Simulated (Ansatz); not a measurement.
# Single-point calculation, with input and output: PtSe₂ (part 2 of 2)

Continued. System: PtSe₂ (P-3m1, 3 atoms in the cell). Method: DFT, HSE06, plane waves, PAW, no spin polarisation (Ansatz 0.2.0); cutoff 420 eV, 6×6×4 k-mesh, Fermi–Dirac smearing of 0.02 eV. The structure was built on a prototype by a generator. The geometry comes from this level: r2scan-rvv10 (a point of a series of strains). It belongs to a series of runs on one base structure; here: biaxial_xy strain -3.4%.

Geometry of the input (Å; fractional positions):
```
3.6008  0.0000  0.0000
-1.8004  3.1183  0.0000
0.0000  0.0000  5.2772
Pt 0.0000  0.0000  0.0000
Se 0.3333  0.6667  0.2574
Se 0.6667  0.3333  0.7426
```

**Output, continued**
```
  k-point 1: bands = ["-90.6785", "-43.5892", "-43.5810", "-43.5810", "-39.0412", "-39.0412", "-39.0382", "-39.0382", "-39.0234", "-39.0234", "-39.0195", "-39.0195", "-39.0134", "-39.0126", "-3.6523", "-1.5289", "5.7489", "6.3526", "6.3526", "8.4326", "8.4326", "9.7940", "12.3059", "12.3059", "12.5502", "15.9427", "15.9427", "18.4715", "20.1514"]
  k-point 2: bands = ["-90.6785", "-43.5892", "-43.5811", "-43.5811", "-39.0410", "-39.0410", "-39.0383", "-39.0383", "-39.0227", "-39.0227", "-39.0204", "-39.0204", "-39.0135", "-39.0125", "-3.2338", "-2.2125", "6.3772", "6.3772", "6.6711", "8.4198", "8.4198", "9.8807", "11.2701", "12.0993", "12.0993", "16.4039", "16.4039", "19.0926", "21.0730"]
  k-point 23: bands = ["-90.6783", "-43.5904", "-43.5904", "-43.5865", "-39.0402", "-39.0396", "-39.0396", "-39.0380", "-39.0224", "-39.0213", "-39.0211", "-39.0211", "-39.0121", "-39.0121", "-1.5155", "-1.5155", "6.0728", "6.0728", "6.4402", "8.2113", "8.2113", "8.5704", "8.8320", "10.2430", "10.2430", "16.0472", "16.0472", "21.1388", "21.1388"]
```

**File bands.tsv**
```
# k_distance	band_0	band_1	band_2	band_3	band_4	band_5	band_6	band_7	band_8	band_9	band_10	band_11	band_12	band_13	band_14	band_15	band_16	band_17	band_18	band_19	band_20	band_21	band_22	band_23	band_24	band_25	band_26	band_27	band_28
# fermi_ev = 13.832525
# lock_threshold_ev = 1e-6
# [0, 0, 0] at k_distance = 0.000000
# [0.5, 0, 0] at k_distance = 1.007454
# [0.3333333333, 0.3333333333, 0] at k_distance = 1.589108
# [0, 0, 0.5] at k_distance = 2.895895
# [0.5, 0, 0.5] at k_distance = 3.903349
# [0.3333333333, 0.3333333333, 0.5] at k_distance = 4.485003
# [0.3, 0.3, 0] at k_distance = 5.091582
# [0, 0.25, 0.3333333333] at k_distance = 5.862262
# levels_relative_to = fermi_ev
# free_energy_ev = -23467.416134
# largest_residual_norms_ev = 2.690e-5 7.438e-5 7.442e-5 2.499e-4 1.244e-4 1.838e-4 1.407e-4 1.395e-4 1.254e-4 1.255e-4 1.931e-4 1.602e-4 1.488e-4 1.738e-4 2.948e-4 2.942e-4 7.607e-4 7.610e-4 7.682e-4 1.022e-3 9.798e-4 1.314e-3 1.188e-3 8.872e-4 1.404e-3 9.178e-4 1.287e-3 1.067e-3 1.135e-3
0.000000	-104.511032	-57.421744	-57.413463	-57.413463	-52.873898	-52.873898	-52.870686	-52.870686	-52.856474	-52.856474	-52.851431	-52.851431	-52.845898	-52.845138	-17.731703	-14.799399	-8.882882	-7.504041	-7.504041	-5.386634	-5.386634	-4.071247	-1.283497	-1.283497	-0.008797	1.656203	1.656203	4.221919	5.104583
1.007454	-104.510809	-57.427268	-57.419377	-57.416625	-52.873966	-52.872077	-52.871000	-52.870799	-52.856233	-52.853890	-52.853074	-52.852370	-52.844919	-52.844812	-15.555890	-15.496283	-8.832483	-6.984928	-6.851760	-5.368588	-4.804773	-4.734267	-4.586156	-3.935230	-3.895813	0.811304	2.596968	5.503870	6.054230
1.589108	-104.510784	-57.423039	-57.423039	-57.419162	-52.873385	-52.872184	-52.872184	-52.869962	-52.857147	-52.853424	-52.853424	-52.851478	-52.844820	-52.844820	-15.362000	-15.362000	-8.071587	-7.540740	-7.540740	-6.037307	-6.037307	-5.017630	-3.779790	-2.523729	-2.523729	0.044416	0.044416	4.034153	8.921191
2.895895	-104.511036	-57.421731	-57.413644	-57.413644	-52.873537	-52.873537	-52.870807	-52.870807	-52.855189	-52.855189	-52.852940	-52.852940	-52.845978	-52.845040	-17.066343	-16.045030	-7.455360	-7.455360	-7.161460	-5.412765	-5.412765	-3.951787	-2.562406	-1.733229	-1.733229	2.571415	2.571415	5.260048	7.240521
3.903349	-104.510805	-57.427268	-57.419454	-57.416526	-52.873587	-52.872689	-52.871294	-52.870439	-52.855359	-52.854948	-52.853569	-52.851775	-52.844764	-52.844743	-15.798575	-15.127617	-9.102261	-7.184243	-7.035056	-6.435693	-4.906978	-4.734350	-4.295363	-3.177585	-2.191796	1.094580	2.145131	4.722466	4.915388
4.485003	-104.510782	-57.422881	-57.422881	-57.419070	-52.872702	-52.872151	-52.872151	-52.870506	-52.854897	-52.853868	-52.853639	-52.853639	-52.844646	-52.844646	-15.348002	-15.348002	-7.759746	-7.759746	-7.392349	-5.621210	-5.621210	-5.262156	-5.000562	-3.589548	-3.589548	2.214650	2.214650	7.306250	7.306250
5.091582	-104.510786	-57.424196	-57.421563	-57.419198	-52.873424	-52.872282	-52.871982	-52.870042	-52.857062	-52.853523	-52.853349	-52.851556	-52.844836	-52.844821	-15.464241	-15.308888	-8.136306	-7.490325	-7.379086	-6.100898	-6.050636	-4.900838	-3.888880	-3.014427	-2.127659	-0.000384	0.340876	4.123094	8.639138
5.862262	-104.510921	-57.420714	-57.420418	-57.415031	-52.873221	-52.872464	-52.872169	-52.870674	-52.855583	-52.854695	-52.853792	-52.851686	-52.845364	-52.844933	-16.616443	-15.455913	-8.225947	-7.172461	-6.952871	-6.504669	-5.596311	-4.719817	-2.347953	-1.666890	-0.869698	0.033877	1.061172	4.595881	6.375164
```

**File rho_z.tsv**
```
# z_ang	rho[e/angstrom^3]
# format = ansatz-planar-average/11
# lattice	3.600757654	0.000000000	0.000000000
# lattice	-1.800378827	3.118347601	0.000000000
# lattice	0.000000000	0.000000000	5.277156632
# sites	3
# site	78	0.000000000	0.000000000	0.000000000
# site	34	0.000000000	2.078898401	1.358084504
# site	34	1.800378827	1.039449200	3.919072128
0.000000	1.490012e0
0.146588	1.411782e0
0.293175	1.217421e0
0.439763	9.809081e-1
0.586351	7.659334e-1
0.732938	6.452910e-1
0.879526	6.990679e-1
1.026114	9.855579e-1
1.172701	1.445140e0
1.319289	1.765059e0
1.465877	1.620506e0
1.612465	1.128462e0
1.759052	6.625018e-1
1.905640	3.855803e-1
2.052228	2.492637e-1
2.198815	1.797234e-1
2.345403	1.375993e-1
2.491991	1.120477e-1
2.638578	1.039439e-1
2.785166	1.120477e-1
2.931754	1.375993e-1
3.078341	1.797234e-1
3.224929	2.492637e-1
3.371517	3.855803e-1
3.518104	6.625018e-1
3.664692	1.128462e0
3.811280	1.620506e0
3.957867	1.765059e0
4.104455	1.445140e0
4.251043	9.855579e-1
4.397631	6.990679e-1
4.544218	6.452910e-1
4.690806	7.659334e-1
4.837394	9.809081e-1
4.983981	1.217421e0
5.130569	1.411782e0
```

**File v_z.tsv**
```
# z_ang	v_es[eV]	v_tot[eV]
# format = ansatz-planar-average/11
# xc	hse06
# density_cutoff_ev	1680
# datasets	Pt=:simpson_from_first_knot:soft:fock:shift=0	Se=:simpson_from_first_knot:soft:fock:shift=0
# lattice	3.600757654	0.000000000	0.000000000
# lattice	-1.800378827	3.118347601	0.000000000
# lattice	0.000000000	0.000000000	5.277156632
# sites	3
# site	78	0.000000000	0.000000000	0.000000000
# site	34	0.000000000	2.078898401	1.358084504
# site	34	1.800378827	1.039449200	3.919072128
0.000000	-6.704452e-1	-1.195968e1
0.146588	-2.933527e-1	-1.151484e1
0.293175	7.825783e-1	-1.024764e1
0.439763	2.197180e0	-8.557152e0
0.586351	3.693507e0	-6.754440e0
0.732938	5.384089e0	-4.784662e0
0.879526	7.013790e0	-2.963272e0
1.026114	8.110125e0	-1.762176e0
1.172701	8.738329e0	-1.048469e0
1.319289	9.167655e0	-4.643730e-1
1.465877	9.509778e0	1.636937e-1
1.612465	9.872183e0	9.493846e-1
1.759052	1.035403e1	1.946278e0
1.905640	1.111093e1	3.237175e0
2.052228	1.233735e1	4.971819e0
2.198815	1.395420e1	7.060660e0
2.345403	1.534421e1	8.842151e0
2.491991	1.606417e1	9.811101e0
2.638578	1.626716e1	1.009917e1
2.785166	1.606417e1	9.811101e0
2.931754	1.534421e1	8.842151e0
3.078341	1.395420e1	7.060660e0
3.224929	1.233735e1	4.971819e0
3.371517	1.111093e1	3.237175e0
3.518104	1.035403e1	1.946278e0
3.664692	9.872183e0	9.493846e-1
3.811280	9.509778e0	1.636937e-1
3.957867	9.167655e0	-4.643730e-1
4.104455	8.738329e0	-1.048469e0
4.251043	8.110125e0	-1.762176e0
4.397631	7.013790e0	-2.963272e0
4.544218	5.384089e0	-4.784662e0
4.690806	3.693507e0	-6.754440e0
4.837394	2.197180e0	-8.557152e0
4.983981	7.825783e-1	-1.024764e1
5.130569	-2.933527e-1	-1.151484e1
```

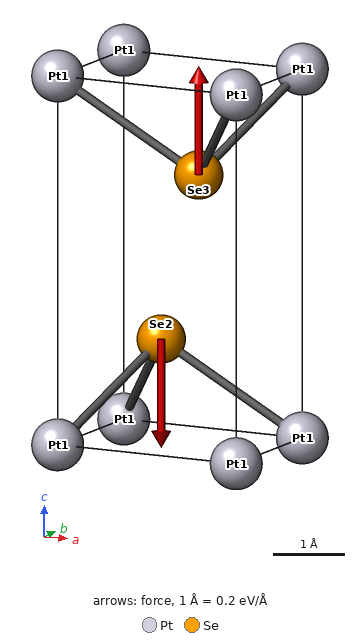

Fig. 1: Forces on the atoms as red arrows (ball-and-stick view of the cell of the calculation, seen slightly off an axis; atoms are numbered from 1 in the order of the input). The largest act on Se2, Se3 (0.31 eV/Å). The geometry is not a stationary point of this energy.

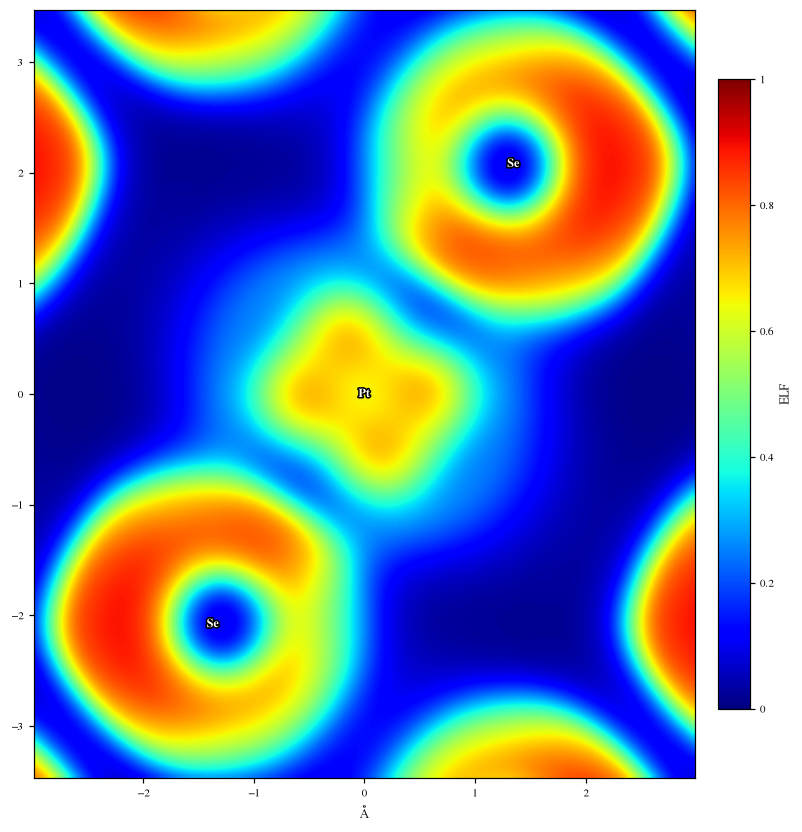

Fig. 2: ELF on the (110) plane of the conventional cell. The plane passes through Pt and Se nuclei. Pt–Se (2.48 Å): the ELF is about 0.50 at the midpoint. The strong features right at Pt lie inside the PAW spheres (semicore, d or f shells) and say nothing about bonding. The fields are those of the smooth PAW valence density.

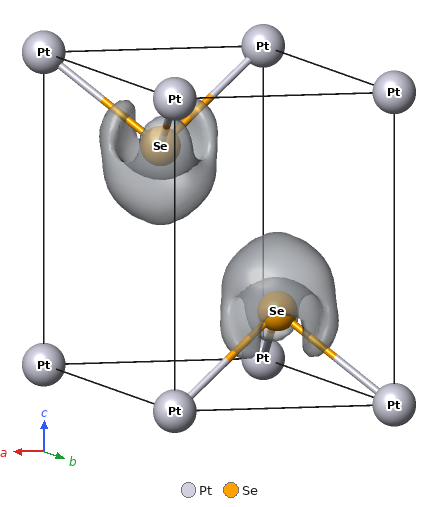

Fig. 3: Isosurface of the ELF at 0.75 (grey), seen at an oblique angle. Core shells and regions of very low density are left out. Sticks mark near contacts. The outline is the cell set on symmetry axes. Along the contacts the grid gives the following. Pt–Se (2.48 Å): the ELF is about 0.50 at the midpoint.

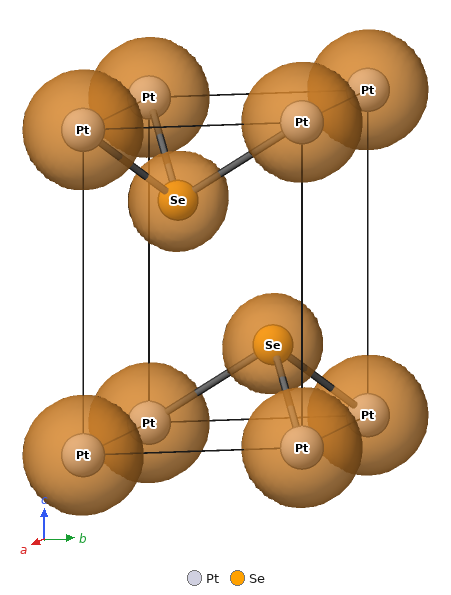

Fig. 4: Isosurface of the valence charge density (pseudo) at 1 e/Å³ (orange), seen slightly off an axis. Sticks mark near contacts. The outline is the cell set on symmetry axes. At this value the density breaks into separate islands; it holds about 70 % of the electrons treated as valence (semicore included). It is pinched off along the Pt–Se (2.48 Å) contacts. On the grid the lowest density along these lines, outside the cores, is 0.62 e/Å³ (Pt–Se, 2.48 Å).

**Results in brief**

```json
{"quantity": "outcome", "value": "converged"}
{"quantity": "space group (tolerance 0.01 Å)", "value": "P-3m1 (164)"}
{"quantity": "electrons treated", "value": "50"}
{"quantity": "free energy", "value": "−23467.4161 eV"}
{"quantity": "Fermi energy", "value": "13.833 eV"}
{"quantity": "band gap", "value": "none (metallic)"}
{"quantity": "pressure", "value": "6.41 GPa"}
{"quantity": "largest force (length of the vector)", "value": "0.313 eV/Å"}
{"quantity": "wall time", "value": "29 s (CPU time 1.7 min)"}
{"quantity": "peak memory", "value": "1.8 GiB"}
```

**Notes**

The program warns: the exchange loop's threshold is looser than advised for the stress; the SCF threshold is looser than advised for the printed stress. Spin–orbit coupling is left out, which matters for Pt.
